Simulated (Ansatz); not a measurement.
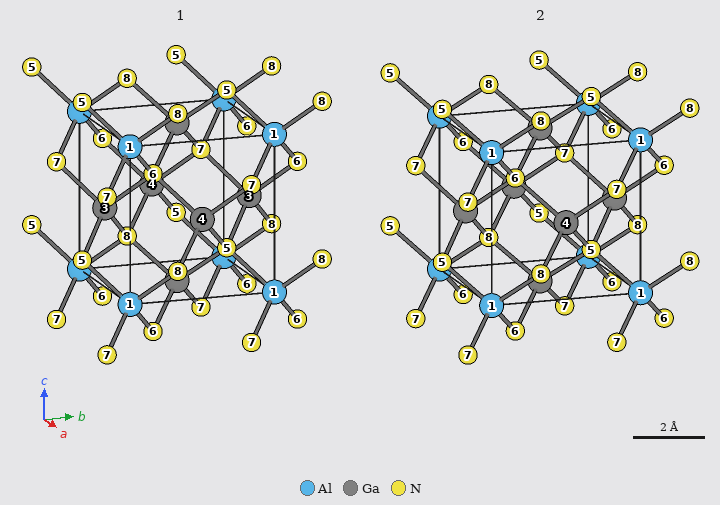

Two geometries of crystalline AlGa$_{3}$N$_{4}$ (set up in P-43m): one is the relaxed structure, the other was perturbed away from it. The picture is a ball-and-stick view of the cell of the calculation, seen slightly off an axis.

Theory: DFT PBEsol, scalar-relativistic, plane waves, PAW (Ansatz 0.2.0). Set-up: plane-wave cutoff 420 eV; k-point mesh 6 × 6 × 6; occupations gaussian; smearing width 0.02 eV; no spin polarisation.

**Which one is perturbed?**

Structure 1 is the perturbed one. Biaxial strain in the a–b plane, −3.0 %, is applied. The c axis and the atoms are relaxed. The drawn cell changes as follows: a = b 4.468 → 4.334 Å (−3.0 %), c 4.468 → 4.607 Å (+3.1 %); the volume changes by −3.0 %. The atoms keep their places relative to the cell (all moves are under 0.005 Å). Near-neighbour distances before and after: Ga–N 1.948 → 1.930 Å, Al–N 1.896 → 1.878 Å. The space group (tolerance 0.01 Å) goes from P-43m (No. 215) to P-42m (No. 111). The energy rises by 17.6 meV per atom. The pressure goes from 0.0 to 5.8 GPa. The principal stresses (compression positive) are 0.0 GPa along c and 8.8 GPa across it.
